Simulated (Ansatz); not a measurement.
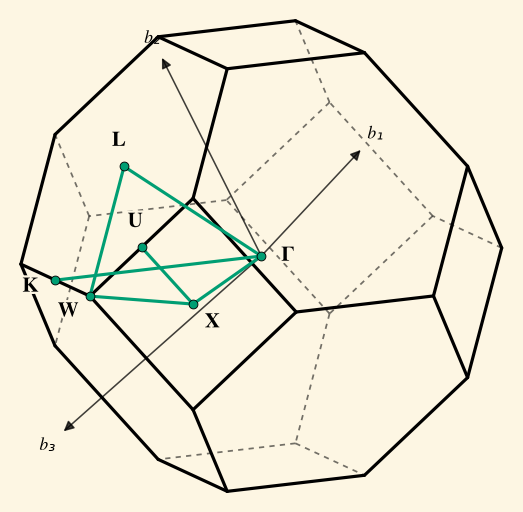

For GaN, a calculation's input that goes back to an entry of the Crystallography Open Database (an earlier step may have relaxed or displaced it): the figure shows the first Brillouin zone with its special points and a band path. Geometry calculated from the standardised cell; symmetry tolerance 0.002 Å.

Labels and path follow the convention of Hinuma et al. (2017), as computed by seekpath; the arrows show the directions of the reciprocal primitive vectors b₁, b₂, b₃.

Which Bravais lattice has this zone?

Answer. A face-centred cubic lattice (cF; extended symbol cF2). The zone is a truncated octahedron in its combinatorial type: 14 faces (6 with 4 edges, 8 with 6 edges), 36 edges, 24 vertices.

Write the standard path through the labelled points.

Answer. Γ–X–U | K–Γ–L–W–X
